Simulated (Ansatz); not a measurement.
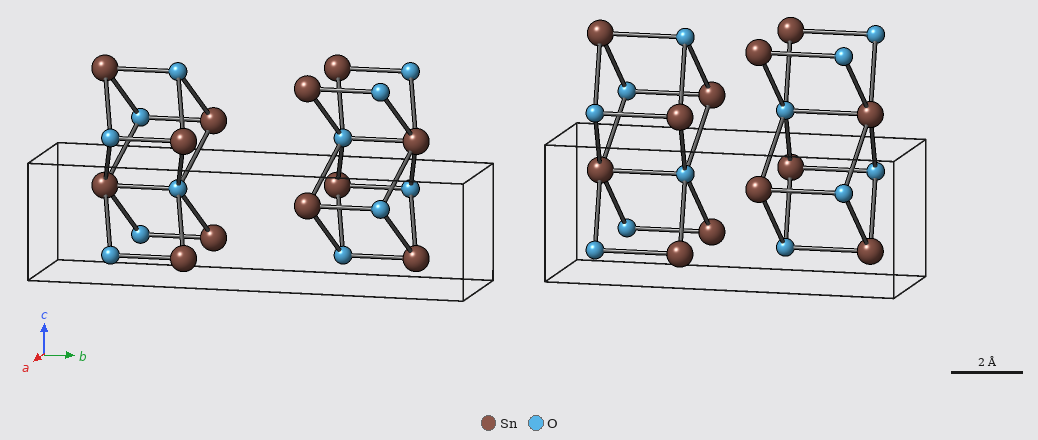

Two geometries of solid SnO (built on the TlCl-63 type type), drawn at one scale. One is the start of a relaxation, the other its converged end. A ball-and-stick model of the conventional cell (2 times the calculation's cell), repeated 1 × 1 × 2 with one cell outlined, seen slightly off an axis. Lengths and directions refer to the drawn axes.

Computed with DFT, PBEsol, plane waves, PAW (Ansatz 0.2.0). (plane-wave cutoff 420 eV; k-point mesh 6 × 6 × 6; occupations fermi dirac; smearing width 0.03 eV; no spin polarisation; cell and atoms relaxed; force threshold 0.01 eV/Å; at most 120 steps)

Q: Which geometry has the lower energy?

A: The left one is the relaxed one. The largest moves relative to the cell, 0.59 Å, are those of O atoms. Largest moves by element: O 0.59 Å, Sn 0.37 Å. The volume changes by +0.1 %, with a 3.557 → 3.332 Å (−6.3 %), b 10.177 → 12.695 Å (+24.7 %), c 3.928 → 3.362 Å (−14.4 %). Among the contacts that change: O–Sn 2.477 → 2.131 Å, O–Sn 2.667 → 2.442 Å. The space group stays Cmcm (No. 63). Over 16 accepted moves (21 points after the start) the energy falls by 417 meV per atom. The largest force component goes from 2.2 to 0.0027 eV/Å. The pressure goes from −13.16 to 0.03 GPa. At 5 points the geometry stayed and the basis and grid were re-selected for the new cell (energy shift of 11.6 meV per atom at most each time).
